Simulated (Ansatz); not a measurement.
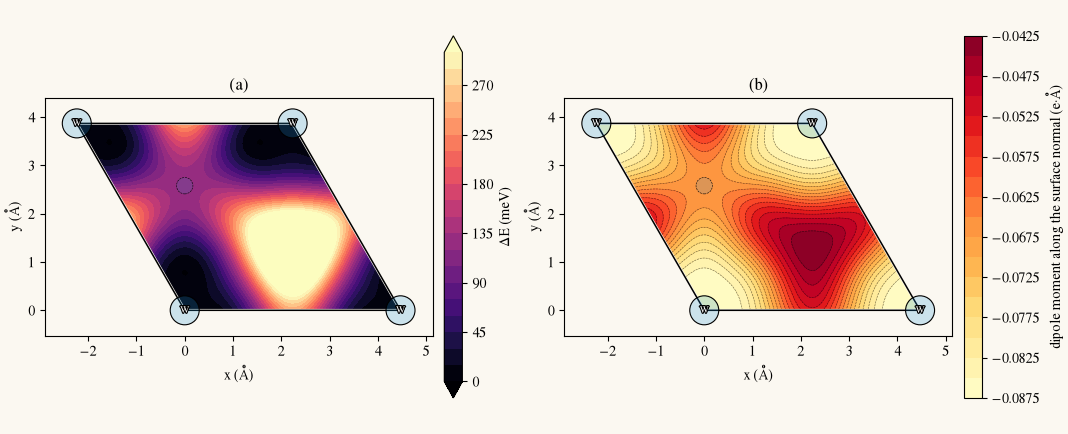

Si on a W(111) slab cut from the Im-3m phase, its upper half relaxed before the scan (6 atoms of substrate and one adsorbate in a 1 × 1 cell). Si is moved over the surface cell at a fixed height above a rigid substrate; the origin of the map has the adsorbate above W6; the height is held at 2.80 Å. Places are given modulo a cell vector. The map is drawn in real space over the plane of the surface. Grid: 9 × 9 points; 19 points were computed and 62 follow by symmetry. Energies are in meV, from the lowest grid point. The runs have no spin polarisation, so an open-shell adsorbate far from the surface lies too high. With one adsorbate in each 1 × 1 cell, its nearest image is 4.5 Å away, so neighbouring adsorbates interact. At a fixed height the lowest place need not be the adsorption site. All numbers below come from Ansatz 0.2.0, DFT PBE+D3(BJ), scalar-relativistic, plane waves, PAW. Settings: cutoff 420 eV, k-mesh 6×6×1, gaussian smearing 0.1 eV, no spin polarisation.

Panel (a) is the energy and panel (b) the computed dipole moment along the surface normal on the same grid.

Drawn: filled contours, labelled circles for the atoms of the top layer and small ones for the second layer, the outline of one cell of the plane, one colour for all values above the top of the scale. Between grid points the surface is interpolated.

> How does the dipole moment along the surface normal vary over the map, and what is it at the lowest grid point?

It runs from −0.09 e·Å at (0/9, 1/9) of the cell vectors [nearest 1 W at 2.84 Å] to −0.04 e·Å at a threefold hollow over a third-layer W atom, (6/9, 3/9) of the cell vectors. At the lowest grid point, (1/9, 2/9) of the cell vectors [nearest 1 W at 2.93 Å], it is −0.09 e·Å.

PAW datasets: the set soft_1.
